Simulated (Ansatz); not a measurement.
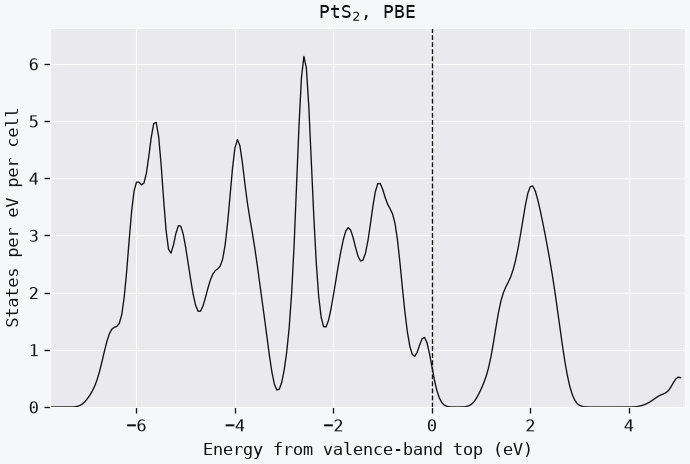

Density of states. Energies are counted from the top of the valence band. The curve is built from the levels of the k mesh with Gaussians 0.3 eV wide, which also blur the band edges.

System: PtS2, space group R-3m, 3 atoms in the cell, CdCl2 (3R octahedral) bulk type, epitaxial (xy) strain +1.5%; a = 5.83 Å, b = 5.83 Å, c = 5.83 Å, α = 35.78°, β = 35.78°, γ = 35.78°.

Level of theory: DFT, PBE, plane waves, PAW, no spin polarisation, 8×8×8 k mesh, Fermi-Dirac smearing of 0.02 eV; code Ansatz.

**Metal or insulator, going by the density of states?**

There is a gap; over the k points computed it is 0.99 eV (indirect; the smallest direct gap is 1.17 eV).

**How wide is the upper valence band?**

The upper group of valence states starts about 6.9 eV under the valence-band top, with a gap beneath it; it holds about 18 electrons a cell.

**Where is the tallest peak of the filled states in the window?**

Within the window shown, the tallest peak of the filled states lies 2.6 eV under the valence-band top, at about 6.1 states per eV and cell.

Spin-orbit coupling is left out, which matters for Pt.
